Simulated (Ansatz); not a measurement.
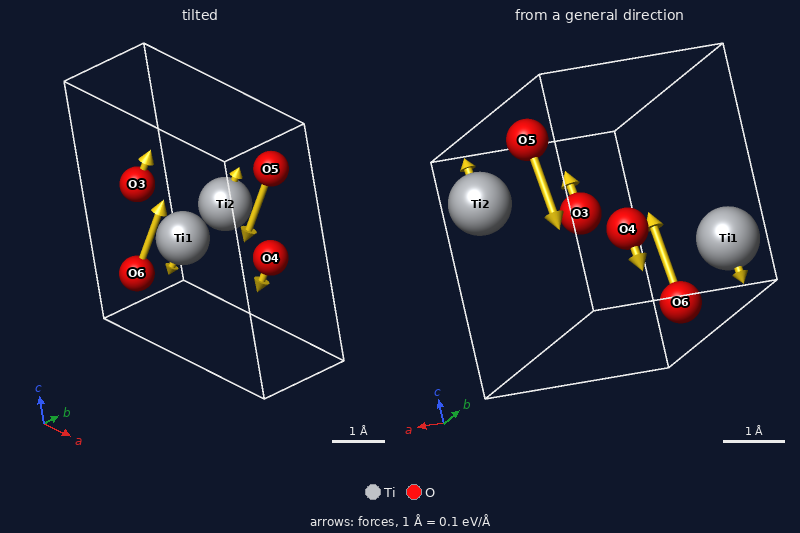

Spheres-only representation of a periodic structure, projected slightly off an axis and from a general direction. The edges of the simulation cell are marked. The arrows are the computed forces on the atoms.

System: TiO₂. Electronic-structure method: Ansatz, DFT, PBE, plane waves, PAW. Parameters: a cutoff energy of 420 eV, an 8×8×8 grid in reciprocal space, Fermi-Dirac smearing of 0.02 eV, no spin polarisation.

Judging by the arrows, is the geometry relaxed?

Answer. No. The atoms still feel forces of up to about 0.13 eV/Å, above a usual threshold of 0.01 to 0.03 eV/Å.

Find the atom with the largest force.

Answer. O5 and O6, about 0.13 eV/Å.

The cell started as a structure listed in the Materials Project. The cell was then strained or its atoms displaced on purpose. It was the input of a calculation with Ansatz.
